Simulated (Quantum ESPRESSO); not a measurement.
Run report: Ni, hp calculation (part 1 of 2)

Ni (Fm-3m, 1 atom in the cell), computed with Kohn-Sham DFT of a periodic cell, PBE, DFT+U, PseudoDojo 0.4 SR PBE stringent, spin-polarised (Quantum ESPRESSO 7.5).

The structure derives from a Materials Project entry.

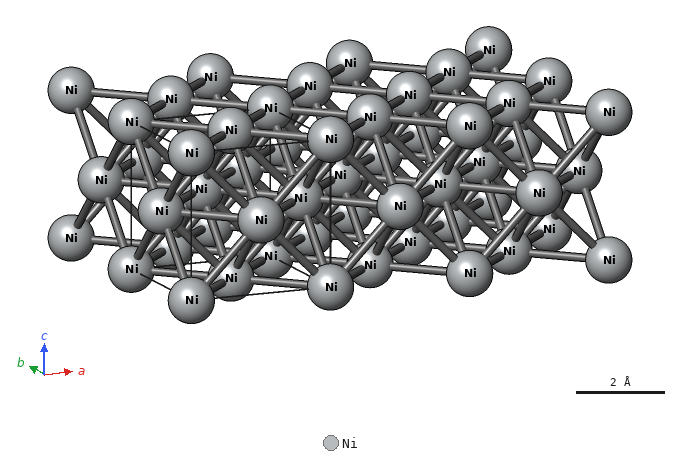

Fig. 1: The structure as given in the input (ball-and-stick view of the cell 4 times as large as that of the calculation, set on its symmetry axes, repeated 3 × 2 × 1, seen slightly off an axis).

Key numbers:

```tsv
quantity	value
outcome	converged
space group (tolerance 0.01 Å)	Fm-3m (225)
electrons treated	18
free energy	−4602.0693 eV
Fermi energy	18.608 eV
gap on the k-point mesh	none (metallic)
net moment of the cell	0.60 μB
integrated absolute moment	0.78 μB
pressure	9.54 GPa
largest force (length of the vector)	under 0.001 eV/Å
hardware	1 thread of Arm Neoverse V2, 24 GiB of memory available, shared host
wall time	29 s
peak memory	0.05 GiB
```

Remarks:

Points of doubt noted for this run: coarse mesh. The k-point mesh is coarse for a cell of this size, so the results may not be converged.

Input file:
```
&CONTROL
  calculation = 'scf'
  prefix = 'pwscf'
  outdir = './tmp'
  pseudo_dir = './pseudo'
  tprnfor = .true.
  tstress = .true.
  disk_io = 'low'
/
&SYSTEM
  ibrav = 0
  A = 2.45729921
  nat = 1
  ntyp = 1
  ecutwfc = 104
  nbnd = 18
  occupations = 'smearing'
  smearing = 'mv'
  degauss = 0.00999582
  nspin = 2
  starting_magnetization(1) = 0.0556
/
&ELECTRONS
  conv_thr = 2d-10
  electron_maxstep = 120
  mixing_beta = 0.3
/
ATOMIC_SPECIES
Ni    58.6934 Ni.upf
CELL_PARAMETERS alat
   0.0000000000    0.7071067805    0.7071067805
   0.7071067805    0.0000000000    0.7071067805
   0.7071067805    0.7071067805    0.0000000000
ATOMIC_POSITIONS alat
Ni     0.0000000000    0.0000000000    0.0000000000
K_POINTS automatic
6 6 6 0 0 0
HUBBARD {ortho-atomic}
U Ni-3d 4.5
```

File scf2.in:
```
&CONTROL
  calculation = 'scf'
  prefix = 'pwscf'
  outdir = './tmp'
  pseudo_dir = './pseudo'
  tprnfor = .true.
  tstress = .true.
  disk_io = 'low'
/
&SYSTEM
  ibrav = 0
  A = 2.45729921
  nat = 1
  ntyp = 1
  ecutwfc = 104
  nbnd = 18
  occupations = 'smearing'
  smearing = 'mv'
  degauss = 0.00999582
  nspin = 2
  starting_magnetization(1) = 0.0556
/
&ELECTRONS
  conv_thr = 1d-13
  electron_maxstep = 120
  mixing_beta = 0.3
  startingpot = 'file'
  startingwfc = 'file'
/
ATOMIC_SPECIES
Ni    58.6934 Ni.upf
CELL_PARAMETERS alat
   0.0000000000    0.7071067805    0.7071067805
   0.7071067805    0.0000000000    0.7071067805
   0.7071067805    0.7071067805    0.0000000000
ATOMIC_POSITIONS alat
Ni     0.0000000000    0.0000000000    0.0000000000
K_POINTS automatic
6 6 6 0 0 0
HUBBARD {ortho-atomic}
U Ni-3d 4.5
```

File hp.in:
```
&INPUTHP
  prefix = 'pwscf'
  outdir = './tmp'
  nq1 = 1
  nq2 = 1
  nq3 = 1
  conv_thr_chi = 1d-06
  niter_max = 80
  iverbosity = 1
  alpha_mix(1) = 0.15
/
```

Launch command:
```bash
OMP_NUM_THREADS=1 pw.x -in pw.in > pw.out
OMP_NUM_THREADS=1 pw.x -in scf2.in > scf2.out
OMP_NUM_THREADS=1 hp.x -in hp.in > hp.out
```

Output:
```
This program is part of the open-source Quantum ESPRESSO suite
     for quantum simulation of materials; please cite
         "P. Giannozzi et al., J. Phys.:Condens. Matter 21 395502 (2009);
         "P. Giannozzi et al., J. Phys.:Condens. Matter 29 465901 (2017);
         "P. Giannozzi et al., J. Chem. Phys. 152 154105 (2020);
          URL
     in publications or presentations arising from this work. More details at

     Message from routine setup:
     using ibrav=0 with symmetry is DISCOURAGED, use correct ibrav instead

     G-vector sticks info
     --------------------
     sticks:   dense  smooth     PW     G-vecs:    dense   smooth      PW
     Sum         613     613    199                10081    10081    1807

     Using Slab Decomposition

     bravais-lattice index     =            0
     lattice parameter (alat)  =       4.6436  a.u.
     unit-cell volume          =      70.8037 (a.u.)^3
     number of atoms/cell      =            1
     number of atomic types    =            1
     number of electrons       =        18.00
     number of Kohn-Sham states=           18
     kinetic-energy cutoff     =     104.0000  Ry
     charge density cutoff     =     416.0000  Ry
     scf convergence threshold =      2.0E-10
     mixing beta               =       0.3000
     number of iterations used =            8  plain     mixing
     Exchange-correlation= PBE
                           (   1   4   3   4   0   0   0)
     Hubbard projectors: ortho-atomic
     Hubbard parameters of DFT+U (Dudarev formulation) in eV:
     U(Ni-3d) =  4.5000

     Internal variables: lda_plus_u =T, lda_plus_u_kind = 0

     Internal variables: orbital_resolved =F, hub_pot_fix =F, apply_U = F

     celldm(1)=   4.643623  celldm(2)=   0.000000  celldm(3)=   0.000000
     celldm(4)=   0.000000  celldm(5)=   0.000000  celldm(6)=   0.000000

     crystal axes: (cart. coord. in units of alat)
               a(1) = (   0.000000   0.707107   0.707107 )
               a(2) = (   0.707107   0.000000   0.707107 )
               a(3) = (   0.707107   0.707107   0.000000 )

     reciprocal axes: (cart. coord. in units 2 pi/alat)
               b(1) = ( -0.707107  0.707107  0.707107 )
               b(2) = (  0.707107 -0.707107  0.707107 )
               b(3) = (  0.707107  0.707107 -0.707107 )

     PseudoPot. # 1 for Ni read from file:
     Ni.upf
     Pseudo is Norm-conserving + core correction, Zval = 18.0
     Generated using ONCVPSP code by D. R. Hamann
     Using radial grid of 1372 points,  6 beta functions with:
                l(1) =   0
                l(2) =   0
                l(3) =   1
                l(4) =   1
                l(5) =   2
                l(6) =   2

     atomic species   valence    mass     pseudopotential
     Ni               18.00    58.69340     Ni( 1.00)

     Starting magnetic structure
     atomic species   magnetization
     Ni              0.056

     48 Sym. Ops., with inversion, found

   Cartesian axes

     site n.     atom                  positions (alat units)
         1        Ni     tau(   1) = (   0.0000000   0.0000000   0.0000000  )

     number of k points=    16  Marzari-Vanderbilt smearing, width (Ry)=  0.0100
                       cart. coord. in units 2pi/alat
        k(    1) = (   0.0000000   0.0000000   0.0000000), wk =   0.0046296
        k(    2) = (   0.1178511   0.1178511  -0.1178511), wk =   0.0370370
        k(    3) = (   0.2357023   0.2357023  -0.2357023), wk =   0.0370370
        k(    4) = (  -0.3535534  -0.3535534   0.3535534), wk =   0.0185185
        k(    5) = (   0.2357023   0.0000000  -0.0000000), wk =   0.0277778
        k(    6) = (   0.3535534   0.1178511  -0.1178511), wk =   0.1111111
        k(    7) = (  -0.2357023  -0.4714045   0.4714045), wk =   0.1111111
        k(    8) = (  -0.1178511  -0.3535534   0.3535534), wk =   0.1111111
        k(    9) = (   0.0000000  -0.2357023   0.2357023), wk =   0.0555556
        k(   10) = (   0.4714045   0.0000000  -0.0000000), wk =   0.0277778
        k(   11) = (  -0.1178511  -0.5892557   0.5892557), wk =   0.1111111
        k(   12) = (  -0.0000000  -0.4714045   0.4714045), wk =   0.0555556
        k(   13) = (  -0.7071068   0.0000000   0.0000000), wk =   0.0138889
        k(   14) = (  -0.2357023  -0.4714045   0.7071068), wk =   0.1111111
        k(   15) = (  -0.1178511  -0.3535534   0.5892557), wk =   0.1111111
        k(   16) = (  -0.7071068   0.2357023   0.0000000), wk =   0.0555556

     Dense  grid:    10081 G-vectors     FFT dimensions: (  32,  32,  32)

     Generating pointlists ...
     new r_m :   0.4125 (alat units)  1.9155 (a.u.) for type    1

     Initial potential from superposition of free atoms

     starting charge      17.9998, renormalised to      18.0000

     STARTING HUBBARD OCCUPATIONS:

     =================== HUBBARD OCCUPATIONS ===================
     ------------------------ ATOM    1 ------------------------
     Tr[ns(  1)] (up, down, total) =   5.00000  3.00000  8.00000
     Atomic magnetic moment for atom   1 =   2.00000
     SPIN  1
     eigenvalues:
       1.000  1.000  1.000  1.000  1.000
     eigenvectors (columns):
       1.000  0.000  0.000  0.000  0.000
       0.000  1.000  0.000  0.000  0.000
       0.000  0.000  1.000  0.000  0.000
       0.000  0.000  0.000  1.000  0.000
       0.000  0.000  0.000  0.000  1.000
     occupation matrix ns (before diag.):
       1.000  0.000  0.000  0.000  0.000
       0.000  1.000  0.000  0.000  0.000
       0.000  0.000  1.000  0.000  0.000
       0.000  0.000  0.000  1.000  0.000
       0.000  0.000  0.000  0.000  1.000
     SPIN  2
     eigenvalues:
       0.600  0.600  0.600  0.600  0.600
     eigenvectors (columns):
       1.000  0.000  0.000  0.000  0.000
       0.000  1.000  0.000  0.000  0.000
       0.000  0.000  1.000  0.000  0.000
       0.000  0.000  0.000  1.000  0.000
       0.000  0.000  0.000  0.000  1.000
     occupation matrix ns (before diag.):
       0.600  0.000  0.000  0.000  0.000
       0.000  0.600  0.000  0.000  0.000
       0.000  0.000  0.600  0.000  0.000
       0.000  0.000  0.000  0.600  0.000
       0.000  0.000  0.000  0.000  0.600

     Number of occupied Hubbard levels =    8.0000

     Atomic wfc used for Hubbard projectors are orthogonalized

     Starting wfcs are   10 randomized atomic wfcs +    8 random wfcs

     Self-consistent Calculation

     iteration #  1     ecut=   104.00 Ry     beta= 0.30
     Davidson diagonalization with overlap
     ethr =  1.00E-02,  avg # of iterations =  5.4

     =================== HUBBARD OCCUPATIONS ===================
     ------------------------ ATOM    1 ------------------------
     Tr[ns(  1)] (up, down, total) =   4.84478  4.11657  8.96135
     Atomic magnetic moment for atom   1 =   0.72821
     SPIN  1
     eigenvalues:
       0.965  0.965  0.965  0.975  0.975
     eigenvectors (columns):
      -0.000 -0.000  0.000 -0.181 -0.983
      -0.217  0.220  0.951  0.000  0.000
      -0.646  0.698 -0.309  0.000  0.000
       0.000  0.000 -0.000  0.983 -0.181
       0.732  0.682  0.009 -0.000 -0.000
     occupation matrix ns (before diag.):
       0.975 -0.000 -0.000  0.000  0.000
      -0.000  0.965 -0.000  0.000  0.000
      -0.000 -0.000  0.965  0.000  0.000
       0.000  0.000  0.000  0.975 -0.000
       0.000  0.000  0.000 -0.000  0.965
     SPIN  2
     eigenvalues:
       0.803  0.803  0.803  0.854  0.854
     eigenvectors (columns):
      -0.000 -0.000 -0.000  0.116 -0.993
      -0.229 -0.940  0.254 -0.000  0.000
      -0.639  0.342  0.690 -0.000  0.000
       0.000  0.000  0.000 -0.993 -0.116
       0.735  0.004  0.678  0.000 -0.000
     occupation matrix ns (before diag.):
       0.854 -0.000 -0.000  0.000  0.000
      -0.000  0.803 -0.000  0.000  0.000
      -0.000 -0.000  0.803  0.000  0.000
       0.000  0.000  0.000  0.854 -0.000
       0.000  0.000  0.000 -0.000  0.803

     Number of occupied Hubbard levels =    8.9614

     Threshold (ethr) on eigenvalues was too large:
     Diagonalizing with lowered threshold

     Davidson diagonalization with overlap
     ethr =  1.18E-04,  avg # of iterations =  1.8

     total energy              =    -338.23807884 Ry
     estimated scf accuracy    <       0.02113079 Ry

     total magnetization       =     0.63 Bohr mag/cell
     absolute magnetization    =     0.81 Bohr mag/cell

     iteration #  2     ecut=   104.00 Ry     beta= 0.30
     Davidson diagonalization with overlap
     ethr =  1.17E-04,  avg # of iterations =  1.0

     total energy              =    -338.24188039 Ry
     estimated scf accuracy    <       0.00747695 Ry

     total magnetization       =     0.60 Bohr mag/cell
     absolute magnetization    =     0.72 Bohr mag/cell

     iteration #  3     ecut=   104.00 Ry     beta= 0.30
     Davidson diagonalization with overlap
     ethr =  4.15E-05,  avg # of iterations =  1.3

     total energy              =    -338.24334893 Ry
     estimated scf accuracy    <       0.00319163 Ry

     total magnetization       =     0.60 Bohr mag/cell
     absolute magnetization    =     0.74 Bohr mag/cell

     iteration #  4     ecut=   104.00 Ry     beta= 0.30
     Davidson diagonalization with overlap
     ethr =  1.77E-05,  avg # of iterations =  1.9

     total energy              =    -338.24475584 Ry
     estimated scf accuracy    <       0.00429961 Ry

     total magnetization       =     0.60 Bohr mag/cell
     absolute magnetization    =     0.74 Bohr mag/cell

     iteration #  5     ecut=   104.00 Ry     beta= 0.30
     Davidson diagonalization with overlap
     ethr =  1.77E-05,  avg # of iterations =  1.0

     total energy              =    -338.24501747 Ry
     estimated scf accuracy    <       0.00200958 Ry

     total magnetization       =     0.60 Bohr mag/cell
     absolute magnetization    =     0.75 Bohr mag/cell

     iteration #  6     ecut=   104.00 Ry     beta= 0.30
     Davidson diagonalization with overlap
     ethr =  1.12E-05,  avg # of iterations =  1.1

     total energy              =    -338.24580564 Ry
     estimated scf accuracy    <       0.00019874 Ry

     total magnetization       =     0.60 Bohr mag/cell
     absolute magnetization    =     0.77 Bohr mag/cell

     iteration #  7     ecut=   104.00 Ry     beta= 0.30
     Davidson diagonalization with overlap
     ethr =  1.10E-06,  avg # of iterations =  1.1

     total energy              =    -338.24580289 Ry
     estimated scf accuracy    <       0.00004144 Ry

     total magnetization       =     0.60 Bohr mag/cell
     absolute magnetization    =     0.78 Bohr mag/cell

     iteration #  8     ecut=   104.00 Ry     beta= 0.30
     Davidson diagonalization with overlap
     ethr =  2.30E-07,  avg # of iterations =  1.5

     total energy              =    -338.24581967 Ry
     estimated scf accuracy    <       0.00004154 Ry

     total magnetization       =     0.60 Bohr mag/cell
     absolute magnetization    =     0.78 Bohr mag/cell

     iteration #  9     ecut=   104.00 Ry     beta= 0.30
     Davidson diagonalization with overlap
     ethr =  2.30E-07,  avg # of iterations =  1.0

     total energy              =    -338.24585151 Ry
     estimated scf accuracy    <       0.00000229 Ry

     total magnetization       =     0.60 Bohr mag/cell
     absolute magnetization    =     0.79 Bohr mag/cell

     iteration # 10     ecut=   104.00 Ry     beta= 0.30
     Davidson diagonalization with overlap
     ethr =  1.27E-08,  avg # of iterations =  1.0

     total energy              =    -338.24585142 Ry
     estimated scf accuracy    <       0.00000241 Ry

     total magnetization       =     0.60 Bohr mag/cell
     absolute magnetization    =     0.79 Bohr mag/cell

     iteration # 11     ecut=   104.00 Ry     beta= 0.30
     Davidson diagonalization with overlap
     ethr =  1.27E-08,  avg # of iterations =  1.0

     total energy              =    -338.24585218 Ry
     estimated scf accuracy    <       0.00000249 Ry

     total magnetization       =     0.60 Bohr mag/cell
     absolute magnetization    =     0.79 Bohr mag/cell

     iteration # 12     ecut=   104.00 Ry     beta= 0.30
     Davidson diagonalization with overlap
     ethr =  1.27E-08,  avg # of iterations =  1.0

     total energy              =    -338.24585344 Ry
     estimated scf accuracy    <       0.00000172 Ry

     total magnetization       =     0.60 Bohr mag/cell
     absolute magnetization    =     0.78 Bohr mag/cell

     iteration # 13     ecut=   104.00 Ry     beta= 0.30
     Davidson diagonalization with overlap
     ethr =  9.53E-09,  avg # of iterations =  1.0
```
